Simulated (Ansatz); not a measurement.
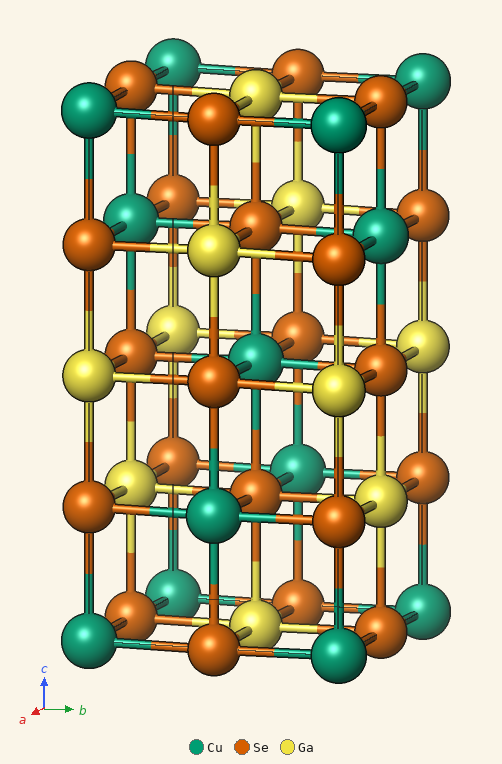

Ball-and-stick representation of a periodic structure, projected slightly off an axis. Lines trace the edges of the conventional unit cell.

GaCuSe2, space group I4_1/amd (No. 141), a = 5.229 Å, b = 5.229 Å, c = 10.695 Å, α = 90.00°, β = 90.00°, γ = 90.00°. The cell started as a structure type filled with these elements by a generator (whether the compound takes this form wasn't checked). Earlier steps of the study may have refined or changed the cell and positions. Ansatz was used for an electronic-structure calculation on it.

This one geometry was computed with Ansatz (DFT, plane waves, PAW) at three levels of theory: r2SCAN, PBE and PBE with spin-orbit coupling. It was relaxed beforehand with r2SCAN.

> Which level gives the highest pressure at this volume, and what does that say about its equilibrium volume?

Highest: PBE (2.3 GPa) and PBE with spin-orbit coupling (2.3 GPa), which points to the largest equilibrium volume. Lowest, with the smallest volume: r2SCAN (0.0 GPa). Levels within 0.5 GPa of each other can't be told apart.

> How does the band gap change with the level of theory?

All levels give a metal.

> Collect the results in a table.

| level | cutoff (eV) | k-mesh of the run's cell | gap (eV) | pressure (GPa) |
| --- | --- | --- | --- | --- |
| r2SCAN | 500 | 8×8×8 | metal | 0.0 |
| PBE | 420 | 8×8×8 | metal | 2.3 |
| PBE with spin-orbit coupling | 420 | 8×8×8 | metal | 2.3 |

Gaps are taken on the k-mesh or band path of each run.
